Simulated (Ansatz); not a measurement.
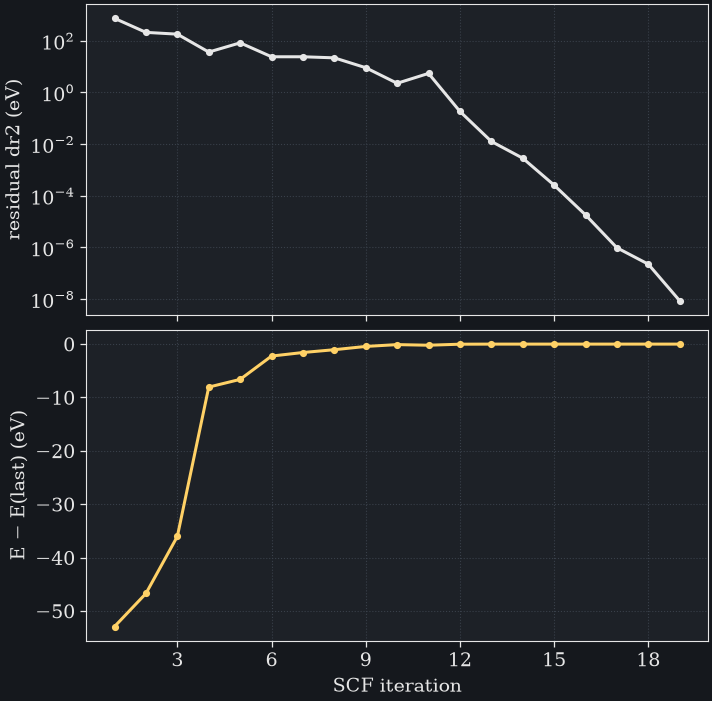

The plot shows the SCF iterations of a calculation: density residual dr2, Harris–Foulkes energy less its last value. The starting density is a sum of atomic densities corrected by a trained network.

Ti$_{3}$O$_{4}$ (7 atoms in the cell, total charge +10), run with Ansatz.

```
crystal:
  lattice:
    - [3.1458415289, -4.352782342, 0.0]
    - [3.1458415289, 4.352782342, 0.0]
    - [0.0, 0.0, 2.9690273776]
  atoms:
    - { symbol: Ti, position: [0.0, 0.0, 0.5] }
    - { symbol: Ti, position: [0.5, 0.0, 0.0] }
    - { symbol: Ti, position: [0.0, 0.5, 0.0] }
    - { symbol: O, position: [0.7627833108, 0.7627833108, 0.0] }
    - { symbol: O, position: [0.2588765552, 0.7411234448, 0.5] }
    - { symbol: O, position: [0.2372166892, 0.2372166892, 0.0] }
    - { symbol: O, position: [0.7411234448, 0.2588765552, 0.5] }
basis:
  ecutwfc: 420
kpoints:
  mp_grid: { grid: [8, 8, 14] }
hamiltonian:
  xc: pbesol
scf:
  occupations: { method: gaussian, width: 0.15 }
  max_iter: 60
output:
  forces: true
  eigenvalues: true
  stress: true
total_charge: 10
```

Run as:
```bash
ansatz run input.yaml --threads 2 --pin off --max-ram 5120MiB --backend cpu --events-out ev --progress --plain --runs-dir out
```

How did this run end?

It converged, after 19 iterations. The residual falls unevenly and jumps up by a factor of two or more twice on the way down.

What is the residual at the start and at the end?

It starts near 700 and ends near 9 × 10⁻⁹ eV.

Is anything amiss with this input?

The input holds a fault (a charge that the system can't hold). The SCF closed all the same, which doesn't make the results meaningful for the real system.
